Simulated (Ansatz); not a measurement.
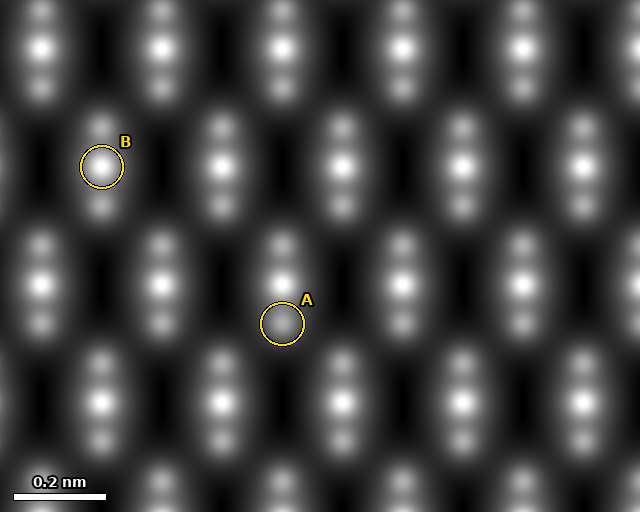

Projected-potential map of As (P6_3/mmc, No. 194) along [201]. Computed as the sum of neutral-atom potentials (tabulated electron scattering factors, B = 0.8 Å²) projected along the beam and smoothed by 0.25 Å; brighter is more positive. The display is stretched by a gamma of 0.6; percentages refer to the linear signal. Model: coordinates from a relaxation with Ansatz 0.2.0, DFT, BLYP, plane waves (420 eV) with PAW, scalar-relativistic; the starting structure was generated, so it need not be a known form of this composition.

```
As
1.0
     2.97850    0.00000    0.00000
    -1.48925    2.57945    0.00000
     0.00000    0.00000   11.28474
As
4
Cartesian
  0.0000 0.0000 0.0000
  0.0000 0.0000 5.6424
  0.0000 1.7196 2.8212
  1.4892 0.8598 8.4636
```

Which atoms make up the marked columns?

Answer. A: As (1 As per 12.76 Å along the beam; about 50 % of the brightest peak). B: As (2 As per 12.76 Å along the beam; the brightest kind). Brightness is counted from the darkest point of the image.
